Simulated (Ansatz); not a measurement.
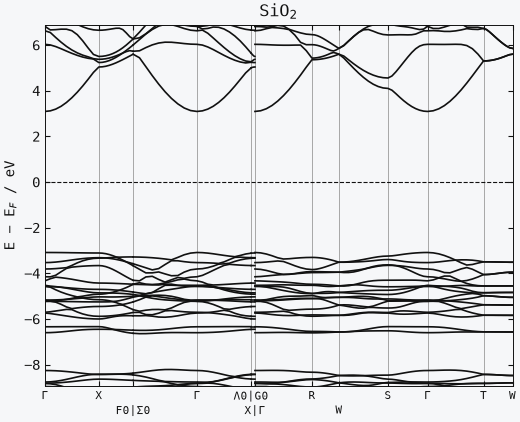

Band structure. Energies are counted from the Fermi level.

System: SiO₂, space group Imma, 12 atoms in the cell.

```cif
data_structure
_symmetry_space_group_name_H-M 'P 1'
_symmetry_Int_Tables_number 1
_cell_length_a 7.0301
_cell_length_b 7.0301
_cell_length_c 7.0301
_cell_angle_alpha 136.176
_cell_angle_beta 94.423
_cell_angle_gamma 101.620
_cell_volume 222.63
loop_
_atom_site_label
_atom_site_type_symbol
_atom_site_fract_x
_atom_site_fract_y
_atom_site_fract_z
_atom_site_occupancy
Si1 Si 0.92942 0.84483 0.08459 1
Si2 Si 0.73976 0.15517 0.58459 1
Si3 Si 0.07058 0.15517 0.91541 1
Si4 Si 0.26024 0.84483 0.41541 1
O1 O 0.13070 0.88070 0.25000 1
O2 O 0.86930 0.11930 0.75000 1
O3 O 0.79283 0.50000 0.79283 1
O4 O 0.20717 0.00000 0.70717 1
O5 O 0.20717 0.50000 0.20717 1
O6 O 0.79283 0.00000 0.29283 1
O7 O 0.00000 0.00000 0.00000 1
O8 O 0.50000 0.00000 0.50000 1
```

Computed with Ansatz: DFT r2SCAN, scalar-relativistic, plane waves, PAW, no spin polarisation, 6×6×6 k mesh, Gaussian smearing of 0.02 eV.

**Is there a gap? Give its size, its kind and where the band edges lie.**

An insulator. The gap along this path is 6.18 eV and direct: both edges lie at Γ.

**What are the direct gaps at T, S and X?**

The direct gaps are 8.80 eV at T, 7.34 eV at S and 8.15 eV at X.

**How many bands meet at the valence-band top?**

The top valence level at Γ is a single band, not degenerate (spin aside).

**How much do the top valence band and the lowest conduction band disperse along the path?**

The top valence band spans 0.4 eV and the lowest conduction band 2.5 eV.
